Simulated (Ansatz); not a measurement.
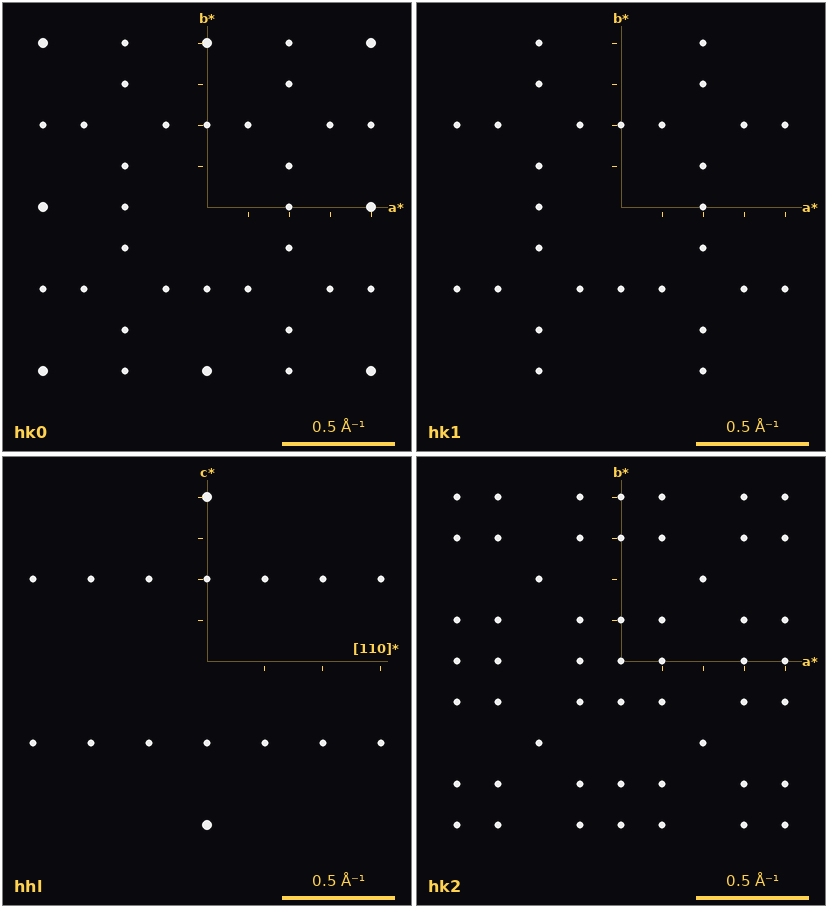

Four undistorted layers of reciprocal space, calculated for a single crystal (neutrons, kinematic |F|², B = 0.5 Å²). Tick marks count the reciprocal lattice steps of the conventional cell along each axis.

> What cell do the layers give?

a* = 0.185, b* = 0.185, c* = 0.185 Å⁻¹; the cell is cubic with a = 5.42 Å.

> List the systematic absences.

Reflections are present only under these conditions. hkl: no condition; hk0: no condition; hhl: l = 2n; h00: h = 2n. The lattice is primitive (P). Further gaps, such as 0 4 1, 4 0 1, 1 4 0, come from atoms on special positions, not from the group's general conditions. A few very weak reflections are below the display threshold.

> Which space groups fit?

The intensities have Laue symmetry m-3m (the hk0 layer shows 4mm, hk1 shows 4mm). With these conditions the candidates are P-43n (No. 218), Pm-3n (No. 223). Diffraction geometry alone does not choose among them; the structure has Pm-3n. The compound is Ge. Structure: coordinates from a relaxation with Ansatz 0.2.0, DFT PBE, scalar-relativistic, plane waves, PAW; the starting structure was generated, so it need not be a known form of this composition.
